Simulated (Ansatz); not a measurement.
Al (P6_3/mmc, No. 194): the geometry relaxed with DFT PBE, scalar-relativistic, plane waves, PAW in Ansatz; the starting structure was generated, so it need not be a known form of this composition.

```cif
data_structure
_symmetry_space_group_name_H-M 'P 1'
_symmetry_Int_Tables_number 1
_cell_length_a 2.8469
_cell_length_b 2.8469
_cell_length_c 4.7432
_cell_angle_alpha 90.000
_cell_angle_beta 90.000
_cell_angle_gamma 120.000
_cell_volume 33.29
loop_
_atom_site_label
_atom_site_type_symbol
_atom_site_fract_x
_atom_site_fract_y
_atom_site_fract_z
_atom_site_occupancy
Al1 Al 0.33333 0.66667 0.75000 1
Al2 Al 0.66667 0.33333 0.25000 1
```

> What will a HAADF-like image along [100] show? Simulated incoherent Z contrast: every atom adds Z^1.7 spread by a probe of 1.30 Å full width; channelling and multiple scattering are left out. The display is stretched by a gamma of 0.8; percentages refer to the linear signal. Shot noise was added.

The columns repeat on a rectangular net of 2.47 × 4.74 Å (plane group p2mg). All columns are alike (Al). The shortest distance between visible columns is 2.47 Å in projection. Along the beam the structure repeats every 2.85 Å.

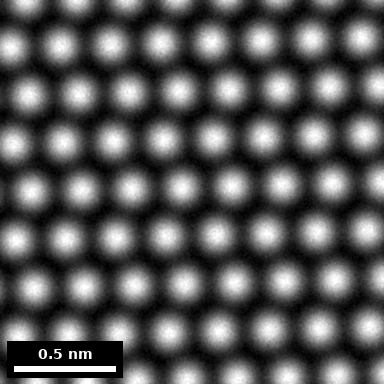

The simulated image.
